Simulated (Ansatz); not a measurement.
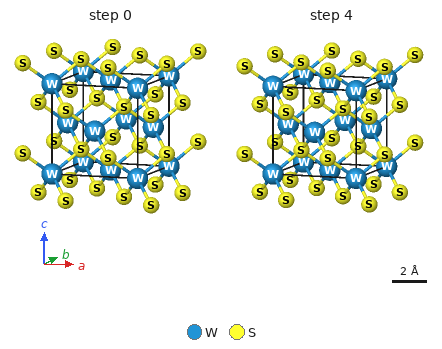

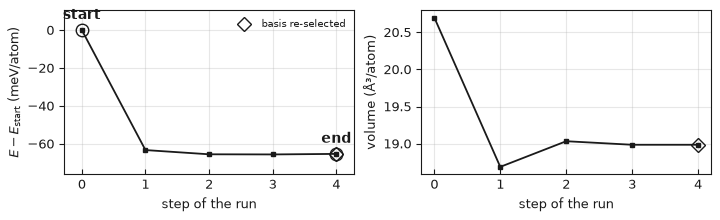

First and last geometry of a relaxation of a crystal of WS (built on the zinc blende_216 type) (coarse preliminary run), with the history of the run. The picture is a ball-and-stick view of the conventional cell (4 times the calculation's cell), seen slightly off an axis. Lengths and directions refer to the drawn axes.

Case: zinc blende type (F-43m, No. 216).

Theory: Ansatz 0.2.0, DFT PBE, scalar-relativistic, plane waves, PAW. Set-up: plane-wave cutoff 420 eV; k-point mesh 6 × 6 × 6; occupations gaussian; smearing width 0.1 eV; no spin polarisation; cell and atoms relaxed; force threshold 0.04 eV/Å; at most 70 steps.

### What do the curves and the structures tell?

It converged. The atoms keep their places relative to the cell (all moves are under 0.005 Å). The volume changes by −8.3 %, with a = b = c 5.491 → 5.335 Å (−2.8 %). Near-neighbour distances that change, for instance: S–W 2.378 → 2.310 Å. The space group stays F-43m (No. 216). The energy falls by 65.4 meV per atom in 3 accepted moves (4 points after the start). All forces vanish by symmetry, so only the cell relaxes. The pressure goes from −11.27 to −0.02 GPa. At 1 point the geometry stayed and the basis and grid were re-selected for the new cell (energy shift of 0.3 meV per atom at most each time). The run took 4.6 s on 1 thread of Intel(R) Xeon(R) Platinum 8488C (Sapphire Rapids), on a shared host, peak memory 0.37 GiB.

| step | E − E(0), meV/atom | pressure, GPa | volume, Å³/atom | note |
| --- | --- | --- | --- | --- |
| 0 | 0.00 | -11.27 | 20.697 |  |
| 1 | -63.33 | 2.59 | 18.687 |  |
| 2 | -65.57 | -0.41 | 19.032 |  |
| 3 | -65.64 | -0.01 | 18.985 |  |
| 4 | -65.36 | -0.02 | 18.985 | same geometry, new basis |
